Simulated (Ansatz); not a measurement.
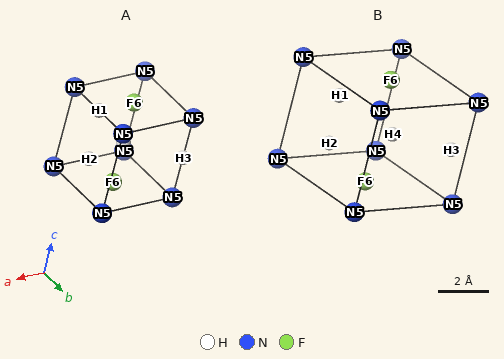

Two geometries of a crystal of H4NF (built on the Zr4CoNi-97 type type), drawn at one scale. One is the start of a relaxation, the other its converged end. A ball-and-stick model of the cell of the calculation, seen from a free direction.

All numbers below come from DFT, PBEsol, plane waves, PAW (Ansatz). (plane-wave cutoff 420 eV; k-point mesh 6 × 6 × 6; occupations fermi dirac; smearing width 0.03 eV; no spin polarisation; cell and atoms relaxed; force threshold 0.01 eV/Å; at most 120 steps)

Q: Which one is relaxed?

A: Structure A is the relaxed one. Over 12 accepted moves (14 points after the start) the energy falls by 1040 meV per atom. Largest force component: 0.36 eV/Å at the start, under 0.0001 eV/Å at the end. The pressure goes from −20.26 to −0.04 GPa. At 2 points the geometry stayed and the basis and grid were re-selected for the new cell (energy shift of 2.6 meV per atom at most each time). The largest moves relative to the cell, 0.41 Å, are those of H1, H2, H3 and H4. H3 goes along [−1 1 0]. N and F stay in place. The drawn cell changes as follows: a = b = c 4.299 → 3.361 Å (−21.8 %), α 105.2° → 116.3°, β 105.2° → 116.3°, γ 118.4° → 96.5°; the volume changes by −53.1 %. The space group (tolerance 0.01 Å) goes from I422 (No. 97) to I4/mmm (No. 139).
